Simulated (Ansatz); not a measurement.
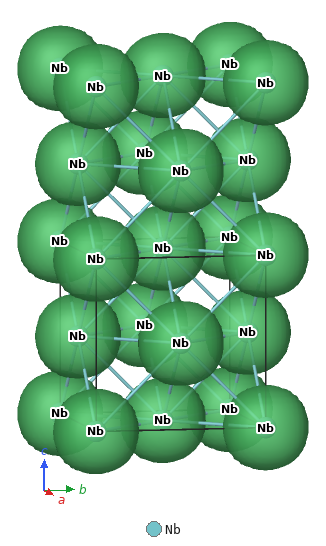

The picture shows: Nb. Isosurface of the valence charge density (pseudo) at 0.5 e/Å³ (green), seen slightly off an axis. Sticks mark near contacts.

Space group Fm-3m; computed pressure about −7 GPa in this cell.

These are results of Ansatz 0.2.0, Kohn-Sham DFT of a periodic cell, PBEsol, spin-orbit coupling, Ansatz PAW, not measurements.

The calculation's input:

```
crystal:
  lattice:
    - [0.0, 2.115, 2.115]
    - [2.115, 0.0, 2.115]
    - [2.115, 2.115, 0.0]
  atoms:
    - { symbol: Nb, position: [0.0, 0.0, 0.0] }
hamiltonian:
  xc: pbesol
  pseudopotentials: { kind: paw_fr }
magnetization:
  noncollinear: true
  spin_orbit: true
kpoints:
  mp_grid: { grid: [11, 11, 11] }
  band_path:
    path:
      - [[0.0, 0.0, 0.0], [0.5, 0.0, 0.5], [0.5, 0.25, 0.75], [0.375, 0.375, 0.75], [0.0, 0.0, 0.0], [0.5, 0.5, 0.5], [0.625, 0.25, 0.625], [0.5, 0.25, 0.75], [0.5, 0.5, 0.5], [0.375, 0.375, 0.75]]
      - [[0.625, 0.25, 0.625], [0.5, 0.0, 0.5]]
    npoints: 14
scf:
  occupations: { method: fermi_dirac, width: 0.05 }
  n_extra_bands: 6
output:
  forces: true
  stress: true
  eigenvalues: true
  fatbands: false
  write_density: true
  write_potential: true
  elf: true
  volumetric_format: npy
```

Run with:

```sh
ansatz run input.yaml --threads 2 --pin off --max-ram 5632MiB --backend cpu --events-out ev --progress --plain --runs-dir out
```

Below, planes, directions and counts refer to the conventional cell (a = 4.23 Å, b = 4.23 Å, c = 4.23 Å, α = 90.00°, β = 90.00°, γ = 90.00°).

### What does this surface tell about the bonding?

At this value the density breaks into separate islands; it holds about 70 % of the electrons treated as valence (semicore included). It bridges none of the near contacts. It is pinched off along the sampled Nb–Nb (2.99 Å) contacts. On the grid the lowest density along these lines, outside the cores, is 0.25 e/Å³ (Nb–Nb, 2.99 Å).

### Metal or insulator at this level of theory?

It is gapless in this calculation (a metal or semimetal).
